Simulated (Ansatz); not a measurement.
TiAl3: geometry relaxation

System: TiAl3 (I4/mmm, 4 atoms in the cell).
Method: DFT PBEsol, scalar-relativistic, plane waves, PAW, no spin polarisation (Ansatz 0.2.0).

The structure derives from a Materials Project entry. Figures and captions count atoms from 1; the log counts them from 0 in places.

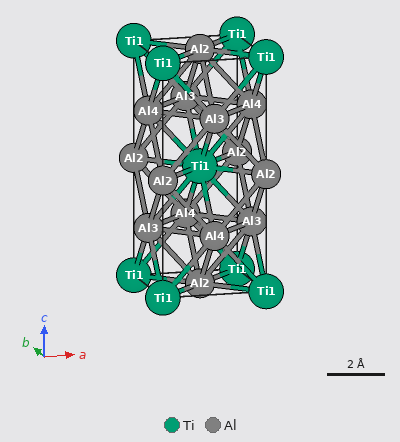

Fig. 1: The structure as given in the input (ball-and-stick view of the cell 2 times as large as that of the calculation, set on its symmetry axes, seen slightly off an axis; atoms are numbered from 1 in the order of the input). An atom can appear more than once, as a periodic image.

**Input**
```yaml
crystal:
  lattice:
    - [-1.9111067713, 1.9111067713, 4.2806687947]
    - [1.9111067713, -1.9111067713, 4.2806687947]
    - [1.9111067713, 1.9111067713, -4.2806687947]
  atoms:
    - { symbol: Ti, position: [0.0, 0.0, 0.0] }
    - { symbol: Al, position: [0.5, 0.5, 0.0] }
    - { symbol: Al, position: [0.75, 0.25, 0.5] }
    - { symbol: Al, position: [0.25, 0.75, 0.5] }
basis:
  ecutwfc: 420
kpoints:
  mp_grid: { grid: [16, 16, 16] }
hamiltonian:
  xc: pbesol
scf:
  occupations: { method: gaussian, width: 0.1 }
output:
  forces: true
  stress: true
  eigenvalues: true
relax:
  adjacent_minimum: "off"
  f_tol: 0.005
  max_steps: 80
  cell: { stress_tol: 0.05 }
```

Run on 1 thread of Intel Xeon (Sapphire Rapids), 32 GiB of memory available, shared host.

Launched with:
```bash
ansatz run input.yaml --threads 1 --pin off --max-ram 2560MiB --backend cpu --events-out ev --progress --plain --runs-dir out
```

**What the program printed**
```
Engine: ansatz 0.2.0, x86_64-unknown-linux-gnu
Pseudopotentials: kind: paw
Pseudopotential: Ti, paw, valence charge 12, recommended cutoff 420 eV (normal), Ti.paw.azcp
Pseudopotential: Al, paw, valence charge 3, recommended cutoff 420 eV (normal), Al.paw.azcp
Functional definition: PBEsol
  exchange = pbesol_x
  correlation = pbesol_c
Crystal: 4 atoms, lattice volume = 62.538 Å³
Basis set: ecut = 420 eV, 1203 PW (Γ), exchange–correlation on 72×72×72 points (8 copies of the dense FFT grid, shifted against one another)
Bands: 15, of which v1, the nominal top of the filled ones, is band 11 counted from 1 (10 counted from 0)
Symmetry: 16 space group operations
Space group: I4/mmm (ITA 139), of the structure as read, at distance tolerance 4.0e-5 Å
k-points: 349 of 4096
Non-local potential: Ti, projectors of the file, l = 0: 3, l = 1: 2, l = 2: 3, l = 3: 1
Non-local potential: Al, projectors of the file, l = 0: 2, l = 1: 2, l = 2: 1
PAW form: soft (Blöchl's): semilocal exchange-correlation on the pseudo side does not see the compensation charge
PAW frozen core: Ti, regenerated for the run's functional, and the local potential with it (the file was generated under x = pbe(κ = 0.804, μ = 0.2195149727645171), c = pbe(β = 0.06672455060314922))
PAW frozen core: Al, regenerated for the run's functional, and the local potential with it (the file was generated under x = pbe(κ = 0.804, μ = 0.2195149727645171), c = pbe(β = 0.06672455060314922))
PAW one-centre angular grid: Ti, 590 points (default); XC on 64 Gauss nodes
PAW one-centre angular grid: Al, 110 points (default); XC on 64 Gauss nodes
Initial density: superposition of atomic densities (neutral atoms: chi_scale 0, normalization atom), corrected by the library's trained network
Initial wavefunctions: pseudopotential atomic-orbital guess
Functional: x = pbesol(κ = 0.804, μ = 0.12345679012345678), c = pbesol(β = 0.046)
SCF iter   1: F=—  HF=-4049.165768 eV  |F-HF|=—  |Δ(HF+E_count)|=         —  Δρ=5.16e-3  dr2=1.81e-2  ethr=1.77e-3  ⟨swp⟩=5.4  Hψ=30298  notcnv=0
preconditioner: auto → Kerker (q_TF=auto, 2.275 Å⁻¹)  [metal: Δε(μ)=0.011 eV  Ē_g=5.569 eV  σ=0.100 eV  W_gap=0.06  n_scr=10 (ndim 8)  ℏωp=16.9 eV  f_vac=0.000  D(μ)=1.70/eV (n_scr^D=10)]
SCF iter   2: F=—  HF=-4049.162726 eV  |F-HF|=—  |Δ(HF+E_count)|=   3.04e-3  Δρ=2.03e-3  dr2=2.72e-3  ethr=8.63e-5  ⟨swp⟩=2.0  Hψ=8952  notcnv=0  defer=5
SCF iter   3: F=—  HF=-4049.162243 eV  |F-HF|=—  |Δ(HF+E_count)|=   4.82e-4  Δρ=4.54e-4  dr2=1.72e-4  ethr=1.30e-5  ⟨swp⟩=2.2  Hψ=6487  notcnv=0  defer=5
SCF iter   4: F=—  HF=-4049.162201 eV  |F-HF|=—  |Δ(HF+E_count)|=   4.22e-5  Δρ=4.77e-5  dr2=1.91e-6  ethr=8.18e-7  ⟨swp⟩=2.3  Hψ=7029  notcnv=0  defer=5
SCF iter   5: F=—  HF=-4049.162209 eV  |F-HF|=—  |Δ(HF+E_count)|=   8.15e-6  Δρ=1.22e-5  dr2=8.07e-8  ethr=9.09e-9  ⟨swp⟩=2.3  Hψ=7241  notcnv=0  defer=5
SCF iter   6: F=-4049.162209 eV  HF=-4049.162209 eV  |F-HF|=1.29e-9  |Δ(HF+E_count)|=   4.88e-9  Δρ=2.11e-6  dr2=2.69e-9  ethr=3.84e-10  ⟨swp⟩=2.7  Hψ=19239  notcnv=0
SCF 1 converged in 6 iterations: F = -4049.162209 eV  dr2 = 2.69e-9
  greatest PAW one-centre occupation: 0.999 electrons in one spin orbital (limit 2), on the Ti atom at site 0 (counted from 0), in its partial waves of l = 0
relax step   1: F+E_penalty+E_count = -4049.16220941 eV  Δ(F+E_penalty+E_count) = +0.000e0 eV  max|allowed force component| = 1.735e-18 eV/Å  Δτ_max = 0.0000 Å  P = -0.488 GPa  Ω = 62.538 Å³  (6 SCF iters, dr2 threshold 1.00e-7 eV, accepted)
Crystal: 4 atoms, lattice volume = 62.166 Å³
Initial density: handed on by an earlier stage of this run
Initial wavefunctions: those handed on with the density
iter 1 solved again at ethr=2.45e-7 eV; its pass at ethr=3.10e-3 eV (dr2=5.14e-5 eV) is discarded
SCF iter   1: F=—  HF=-4049.162716 eV  |F-HF|=—  |Δ(HF+E_count)|=         —  Δρ=1.96e-4  dr2=4.86e-5  ethr=2.45e-7  ⟨swp⟩=2.0  Hψ=32591  notcnv=0
preconditioner: auto → Kerker (q_TF=auto, 2.277 Å⁻¹)  [metal: Δε(μ)=0.009 eV  Ē_g=5.561 eV  σ=0.100 eV  W_gap=0.05  n_scr=10 (ndim 8)  ℏωp=17.0 eV  f_vac=0.000  D(μ)=1.71/eV (n_scr^D=10)]
SCF iter   2: F=—  HF=-4049.162707 eV  |F-HF|=—  |Δ(HF+E_count)|=   8.81e-6  Δρ=1.27e-4  dr2=2.07e-5  ethr=2.31e-7  ⟨swp⟩=1.0  Hψ=5235  notcnv=0
iter 3 did not close the SCF: its close was put off for the readings that it lacked (scf_convergence_deferred on its scf_iter line)
SCF iter   3: F=-4049.162698 eV  HF=-4049.162698 eV  |F-HF|=1.78e-7  |Δ(HF+E_count)|=   9.35e-6  Δρ=1.88e-5  dr2=2.79e-7  ethr=9.85e-8  ⟨swp⟩=2.5  Hψ=7457  notcnv=0
iter 4 did not close the SCF: its close was put off for the readings that it lacked (scf_convergence_deferred on its scf_iter line)
SCF iter   4: F=-4049.162698 eV  HF=-4049.162698 eV  |F-HF|=4.79e-9  |Δ(HF+E_count)|=   1.26e-7  Δρ=2.87e-6  dr2=6.99e-9  ethr=1.33e-9  ⟨swp⟩=2.0  Hψ=7413  notcnv=0
iter 5 did not close the SCF: its close was put off for the readings that it lacked (scf_convergence_deferred on its scf_iter line)
SCF iter   5: F=-4049.162698 eV  HF=-4049.162698 eV  |F-HF|=2.54e-10  |Δ(HF+E_count)|=   1.30e-9  Δρ=7.18e-7  dr2=3.49e-10  ethr=3.33e-11  ⟨swp⟩=2.1  Hψ=6309  notcnv=0
SCF iter   6: F=-4049.162698 eV  HF=-4049.162698 eV  |F-HF|=3.18e-11  |Δ(HF+E_count)|=  6.73e-11  Δρ=1.96e-7  dr2=3.62e-11  ethr=1.66e-12  ⟨swp⟩=1.0  Hψ=13578  notcnv=0
SCF 2 converged in 6 iterations: F = -4049.162698 eV  dr2 = 3.62e-11
relax step   2: F+E_penalty+E_count = -4049.16269761 eV  Δ(F+E_penalty+E_count) = -4.882e-4 eV  max|allowed force component| = 3.469e-18 eV/Å  Δτ_max = 0.0000 Å  P = +0.177 GPa  Ω = 62.166 Å³  energy of the carried Pulay correction = +1.143e-4 eV  (6 SCF iters, dr2 threshold 4.00e-7 eV, accepted)
Crystal: 4 atoms, lattice volume = 62.266 Å³
iter 1 solved again at ethr=1.42e-8 eV; its pass at ethr=3.10e-3 eV (dr2=2.99e-6 eV) is discarded
SCF iter   1: F=—  HF=-4049.162722 eV  |F-HF|=—  |Δ(HF+E_count)|=         —  Δρ=6.07e-5  dr2=3.05e-6  ethr=1.42e-8  ⟨swp⟩=2.0  Hψ=32124  notcnv=0
preconditioner: auto → Kerker (q_TF=auto, 2.276 Å⁻¹)  [metal: Δε(μ)=0.008 eV  Ē_g=5.556 eV  σ=0.100 eV  W_gap=0.05  n_scr=10 (ndim 8)  ℏωp=17.0 eV  f_vac=0.000  D(μ)=1.71/eV (n_scr^D=10)]
SCF iter   2: F=—  HF=-4049.162727 eV  |F-HF|=—  |Δ(HF+E_count)|=   4.86e-6  Δρ=3.85e-5  dr2=1.33e-6  ethr=1.42e-8  ⟨swp⟩=1.0  Hψ=5235  notcnv=0
iter 3 did not close the SCF: its close was put off for the readings that it lacked (scf_convergence_deferred on its scf_iter line)
SCF iter   3: F=-4049.162726 eV  HF=-4049.162726 eV  |F-HF|=1.42e-8  |Δ(HF+E_count)|=   6.48e-7  Δρ=5.74e-6  dr2=2.28e-8  ethr=6.34e-9  ⟨swp⟩=2.4  Hψ=7521  notcnv=0
iter 4 did not close the SCF: its close was put off for the readings that it lacked (scf_convergence_deferred on its scf_iter line)
SCF iter   4: F=-4049.162726 eV  HF=-4049.162726 eV  |F-HF|=5.49e-10  |Δ(HF+E_count)|=   1.03e-8  Δρ=1.20e-6  dr2=7.03e-10  ethr=1.08e-10  ⟨swp⟩=2.9  Hψ=8782  notcnv=0
iter 5 did not close the SCF: its close was put off for the readings that it lacked (scf_convergence_deferred on its scf_iter line)
SCF iter   5: F=-4049.162726 eV  HF=-4049.162726 eV  |F-HF|=8.73e-11  |Δ(HF+E_count)|=  4.13e-10  Δρ=3.36e-7  dr2=9.94e-11  ethr=3.35e-12  ⟨swp⟩=2.9  Hψ=9047  notcnv=0
SCF iter   6: F=-4049.162726 eV  HF=-4049.162726 eV  |F-HF|=2.73e-12  |Δ(HF+E_count)|=  2.09e-11  Δρ=7.30e-8  dr2=2.78e-12  ethr=1.00e-12  ⟨swp⟩=1.0  Hψ=12482  notcnv=0
SCF 3 converged in 6 iterations: F = -4049.162726 eV  dr2 = 2.78e-12
relax step   3: F+E_penalty+E_count = -4049.16272591 eV  Δ(F+E_penalty+E_count) = -2.830e-5 eV  max|allowed force component| = 1.735e-18 eV/Å  Δτ_max = 0.0000 Å  P = -0.002 GPa  Ω = 62.266 Å³  energy of the carried Pulay correction = +8.315e-5 eV  (6 SCF iters, dr2 threshold 1.35e-7 eV, accepted)
Initial wavefunctions: pseudopotential atomic-orbital guess (no wavefunctions were taken with the density)
iter 1 solved again at ethr=7.88e-8 eV; its pass at ethr=3.10e-3 eV (dr2=1.66e-5 eV) is discarded
SCF iter   1: F=—  HF=-4049.162637 eV  |F-HF|=—  |Δ(HF+E_count)|=         —  Δρ=3.41e-6  dr2=9.05e-10  ethr=7.88e-8  ⟨swp⟩=2.6  Hψ=43106  notcnv=0
eigensolver tolerance schedule: the retry pair's looser diagonalisation over-reported the residual by 18288.67 of it (diagonalisation noise at 0.87 of the residual, at the tolerance the schedule requests for it); recorded, not acted on — ethr = c·dr2/N_el stays at c = 1.0e-1
SCF iter   2: F=—  HF=-4049.162643 eV  |F-HF|=—  |Δ(HF+E_count)|=   5.81e-6  Δρ=1.79e-6  dr2=2.36e-10  ethr=4.31e-12  ⟨swp⟩=2.2  Hψ=9038  notcnv=0
iter 3 did not close the SCF: its close was put off for the readings that it lacked (scf_convergence_deferred on its scf_iter line)
SCF iter   3: F=-4049.162643 eV  HF=-4049.162643 eV  |F-HF|=4.55e-13  |Δ(HF+E_count)|=  4.98e-10  Δρ=1.57e-7  dr2=7.16e-12  ethr=1.12e-12  ⟨swp⟩=2.4  Hψ=7165  notcnv=0
iter 4 did not close the SCF: its close was put off for the readings that it lacked (scf_convergence_deferred on its scf_iter line)
SCF iter   4: F=-4049.162643 eV  HF=-4049.162643 eV  |F-HF|=9.09e-13  |Δ(HF+E_count)|=  1.36e-12  Δρ=5.44e-8  dr2=1.12e-12  ethr=1.00e-12  ⟨swp⟩=1.0  Hψ=5235  notcnv=0
iter 5 did not close the SCF: its close was put off for the readings that it lacked (scf_convergence_deferred on its scf_iter line)
SCF iter   5: F=-4049.162643 eV  HF=-4049.162643 eV  |F-HF|=0.00e0  |Δ(HF+E_count)|=  4.55e-13  Δρ=1.09e-8  dr2=1.16e-13  ethr=1.00e-12  ⟨swp⟩=1.0  Hψ=5235  notcnv=0
iter 6 did not close the SCF: its close was put off for the readings that it lacked (scf_convergence_deferred on its scf_iter line)
SCF iter   6: F=-4049.162643 eV  HF=-4049.162643 eV  |F-HF|=9.09e-13  |Δ(HF+E_count)|=  4.55e-13  Δρ=2.18e-9  dr2=3.31e-15  ethr=1.00e-12  ⟨swp⟩=1.0  Hψ=5235  notcnv=0
SCF iter   7: F=-4049.162643 eV  HF=-4049.162643 eV  |F-HF|=1.82e-12  |Δ(HF+E_count)|=  4.55e-13  Δρ=7.12e-10  dr2=3.39e-16  ethr=1.00e-12  ⟨swp⟩=1.0  Hψ=11866  notcnv=0
SCF 4 converged in 7 iterations: F = -4049.162643 eV  dr2 = 3.39e-16
relax step   4: F+E_penalty+E_count = -4049.16264296 eV  Δ(F+E_penalty+E_count) = +8.295e-5 eV  max|allowed force component| = 5.204e-18 eV/Å  Δτ_max = 0.0000 Å  P = -0.005 GPa  Ω = 62.266 Å³  stress off target by 1.87e-2 GPa  SCF on the basis re-selected at this cell (its energy is not comparable with the rows above)  (7 SCF iters)
```

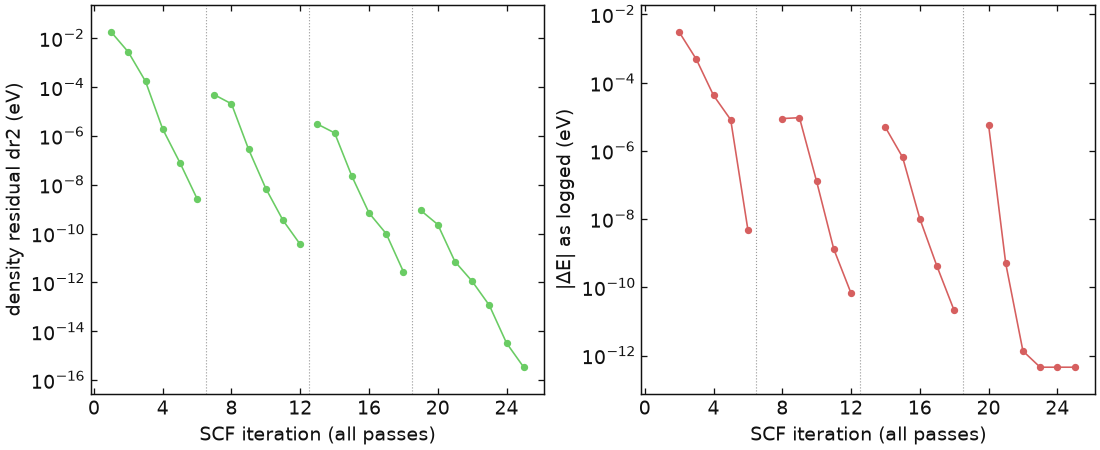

Fig. 2: Convergence of the self-consistent field: density residual dr2 and size of the energy change against the SCF iteration. The dotted lines part the SCF passes of the relaxation: geometry steps, rejected trials and re-solves on a re-selected basis. The passes take 6, 6, 6 and 7 iterations.

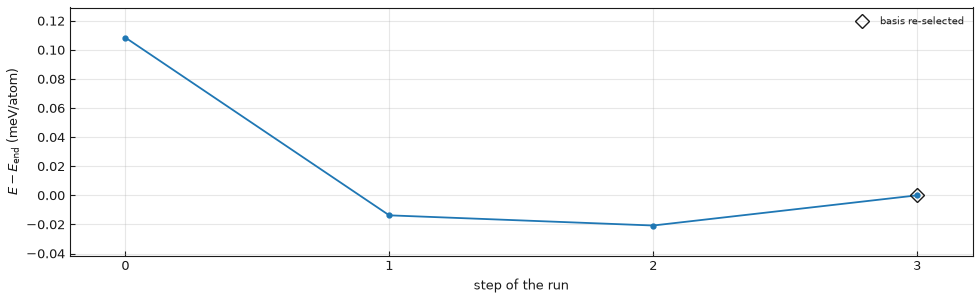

Fig. 3: Progress of the relaxation, step by step (the first geometry is step 0 here and step 1 in the log). The atoms keep their places relative to the cell (all moves are under 0.005 Å). The volume changes by −0.4 %, with a = b 3.822 → 3.816 Å (−0.2 %), c 8.561 → 8.554 Å (−0.1 %). Distances before and after: Ti1–Al2 2.703 → 2.698 Å, Al3–Al4 2.703 → 2.698 Å. The space group stays I4/mmm (No. 139). The energy falls by 0.1 meV per atom in 2 geometry steps. All forces vanish by symmetry, so only the cell relaxes. The pressure goes from −0.49 to 0.00 GPa. A last SCF at the same geometry on a re-selected plane-wave basis shifts the energy by +0.0 meV per atom. (Atoms are counted from 1 in the order of the input.)

```
basis re-selected at this cell: Δ(F+E_penalty+E_count) = +8.295e-5 eV, ΔP = -0.003 GPa vs the last step (what re-selecting the basis moved, of the pressure what is left beyond the Pulay correction that the steps carried, after the strain that the cell walked since its last selection, with what the two solves' SCF thresholds leave and, on support functions, any second-order correction that the steps lacked; it is no measure of the basis error at this ecutwfc). This SCF's stress stands 1.87e-2 GPa from its target on what of the cell is left free (relax.cell.stress_tol is 5.00e-2 GPa) and its largest allowed force component is 5.20e-18 eV/Å (relax.f_tol is 5.00e-3 eV/Å): within both
SCF converged after 7 iterations
Free energy (F): -4049.162643 eV
Harris-Foulkes:  -4049.162643 eV  (|F-HF|=1.82e-12)
Internal energy: -4049.154091 eV  (E = F + TS)
E sigma→0 (E₀):  -4049.158367 eV
Entropy (-TS):   -0.008552 eV (-2.138 meV/atom)
Fermi energy:    9.677248 eV
--- Per-component energies (eV) ---
  E_band       = -149.298406
  E_kinetic    = 344.637501
  E_local      = -1186.796627  (includes V_loc(G=0)·N_el)
  E_nonlocal   = 41.855708
  E_hartree    = 522.489738
  E_xc         = -216.682522
  E_vxc        = -211.270616  (∫ρ·V_xc dr)
  E_paw        = -2387.820465  (= ΣΔE_a)
  E_vpaw       = -182.703951  (= ΣTr[D̂ρ^β])
  E_aug_tail   = 0.000104  (compensation charges beyond the density's cutoff)
  E_ewald      = -1167.034328
  E_core_change = 0.196801  (= ΣΔE_core)
  E_smearing   = -0.008552  (= −TS)
  E_closure    = 0.000000  (closes the sum)
  Σ components = -4049.162643   (vs F -4049.162643, Δ=0.00e0)
--- Forces (eV/Å), atoms counted from 1 ---
  atom   1  Ti     0.00000000     0.00000000    -0.00000000
  atom   2  Al    -0.00000000    -0.00000000     0.00000000
  atom   3  Al     0.00000000     0.00000000     0.00000000
  atom   4  Al     0.00000000    -0.00000000     0.00000000
  max |Σ_I F_I| component: 6.94e-18 eV/Å
--- Stress (GPa, compression-positive) ---
        0.002498      -0.000000      -0.000000
       -0.000000       0.002498      -0.000000
        0.000000       0.000000      -0.018713
  P = ⅓ Tr σ = -0.0046 GPa (-0.046 kbar)
--- Band table (eV; the first three rows and the last of 349) ---
  k-point 0: bands = ["-46.4954", "-22.9224", "-22.9224", "-22.8453", "-0.4617", "6.7970", "7.0410", "8.2396", "8.4429", "8.4429", "10.5243", "11.4402", "11.4402", "11.9005", "12.1845"]
  k-point 1: bands = ["-46.4953", "-22.9236", "-22.9234", "-22.8452", "-0.3795", "6.8668", "6.9898", "8.1520", "8.1888", "8.4419", "10.1393", "11.5291", "11.5664", "11.7634", "12.4194"]
  k-point 2: bands = ["-46.4950", "-22.9267", "-22.9261", "-22.8447", "-0.1346", "6.8488", "7.0644", "7.6197", "7.9360", "8.4373", "9.3697", "11.5995", "11.7206", "11.7234", "12.7570"]
  k-point 348: bands = ["-46.4954", "-22.9227", "-22.9227", "-22.8485", "1.1680", "2.0630", "7.6526", "8.7670", "8.7670", "9.4262", "10.3830", "10.3830", "10.6455", "12.7468", "14.4998"]
--- Relaxed structure (3 steps of the walk, 3 accepted, 1 SCFs on fresh bases) ---
  F+E_penalty+E_count = -4049.16264296 eV   max|allowed force component| = 5.204e-18 eV/Å   (the final SCF, on the basis selected at the relaxed cell)
  cell:  # Å, volume = 62.2663 Å³
    - [-1.9077740733433337, 1.9077740733433337, 4.276996807567214]
    - [1.9077740733433337, -1.9077740733433337, 4.276996807567214]
    - [1.9077740733433337, 1.9077740733433337, -4.276996807567214]
  atoms:
    - { symbol: Ti, position: [-6.011431444632959e-37, -1.3394924666398704e-35, -9.25088817739945e-36] }
    - { symbol: Al, position: [0.5, 0.5, -1.2364759176666525e-35] }
    - { symbol: Al, position: [0.75, 0.25, 0.5] }
    - { symbol: Al, position: [0.25, 0.75, 0.5] }
```

**Trajectory as extended XYZ (Å, eV, eV/Å), 4 frames, from step=1 to step=4**
```
4
Lattice="-1.9111 1.9111 4.2807 1.9111 -1.9111 4.2807 1.9111 1.9111 -4.2807" Properties=species:S:1:pos:R:3:forces:R:3 step=1 energy=-4049.16221 pressure_GPa=-0.49
Ti    0.0000    0.0000    0.0000    0.0000   0.0000   0.0000
Al    0.0000    0.0000    4.2807    0.0000   0.0000   0.0000
Al    0.0000    1.9111    2.1403    0.0000   0.0000   0.0000
Al    1.9111    0.0000    2.1403    0.0000   0.0000   0.0000
4
Lattice="-1.9071 1.9071 4.2730 1.9071 -1.9071 4.2730 1.9071 1.9071 -4.2730" Properties=species:S:1:pos:R:3:forces:R:3 step=2 energy=-4049.16270 pressure_GPa=0.18
Ti    0.0000    0.0000    0.0000    0.0000   0.0000   0.0000
Al    0.0000    0.0000    4.2730    0.0000   0.0000   0.0000
Al    0.0000    1.9071    2.1365    0.0000   0.0000   0.0000
Al    1.9071    0.0000    2.1365    0.0000   0.0000   0.0000
4
Lattice="-1.9078 1.9078 4.2770 1.9078 -1.9078 4.2770 1.9078 1.9078 -4.2770" Properties=species:S:1:pos:R:3:forces:R:3 step=3 energy=-4049.16273 pressure_GPa=-0.00
Ti    0.0000    0.0000    0.0000    0.0000   0.0000   0.0000
Al    0.0000    0.0000    4.2770    0.0000   0.0000   0.0000
Al    0.0000    1.9078    2.1385    0.0000   0.0000   0.0000
Al    1.9078    0.0000    2.1385    0.0000   0.0000   0.0000
4
Lattice="-1.9078 1.9078 4.2770 1.9078 -1.9078 4.2770 1.9078 1.9078 -4.2770" Properties=species:S:1:pos:R:3:forces:R:3 step=4 energy=-4049.16264 pressure_GPa=-0.00
Ti    0.0000    0.0000    0.0000    0.0000   0.0000   0.0000
Al    0.0000    0.0000    4.2770    0.0000   0.0000   0.0000
Al    0.0000    1.9078    2.1385    0.0000   0.0000   0.0000
Al    1.9078    0.0000    2.1385    0.0000   0.0000   0.0000
```

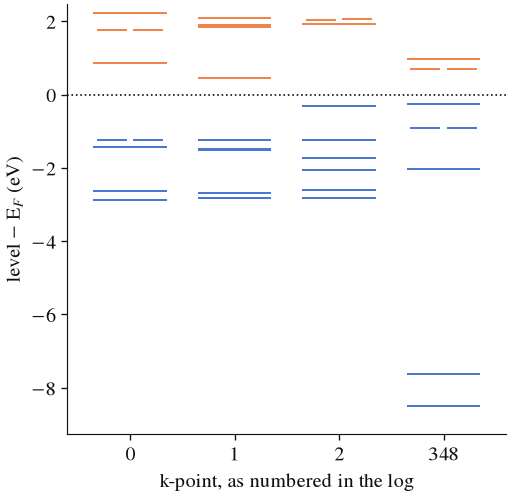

Fig. 4: Kohn–Sham levels near the Fermi level (dotted) at the few k-points that the log prints; levels within 0.02 eV of each other stand side by side. The system is metallic on the full mesh.

**Key numbers**

- outcome: converged
- space group (tolerance 0.01 Å): I4/mmm (139)
- electrons treated: 21
- free energy: −4049.1626 eV
- Fermi energy: 9.677 eV
- gap on the k-point mesh: none (metallic)
- pressure: 0.00 GPa
- final volume: 62.27 Å³
- largest force (length of the vector) at the end: under 0.001 eV/Å
- final cell: a = 5.057 Å, b = 5.057 Å, c = 5.057 Å, α = 135.67°, β = 135.67°, γ = 64.49°
- wall time: 58 s
- peak memory: 0.63 GiB
